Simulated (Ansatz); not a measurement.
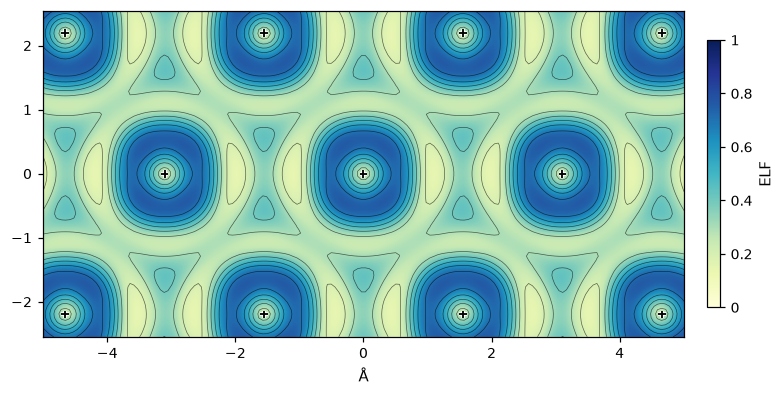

The electron localisation function on a plane through atoms (crosses mark nuclei in the plane).

All numbers below come from DFT, PBEsol, PAW with Ansatz's default frozen-core files, scalar-relativistic; relaxation of cell and atoms (Ansatz 0.2.0).

Candidates:
A. SrCl₂, a = 6.39 Å, b = 6.39 Å, c = 6.39 Å, α = 90.00°, β = 90.00°, γ = 90.00°. Space group Fm-3m; computed pressure about 15 GPa in this cell.
B. Mo, a = 3.11 Å, b = 3.11 Å, c = 3.11 Å, α = 90.00°, β = 90.00°, γ = 90.00°. Space group Im-3m; computed pressure about 7 GPa in this cell; computed without spin polarisation.
C. La, a = 3.66 Å, b = 3.66 Å, c = 5.96 Å, α = 90.00°, β = 90.00°, γ = 120.00°. Space group P6₃/mmc.

Q: Which candidate gave the map?

A: Candidate B: Mo on the (101) plane of the conventional cell, which holds Mo. Mo–Mo (2.69 Å): the ELF is about 0.30 at the midpoint (no localised pair shows between them).
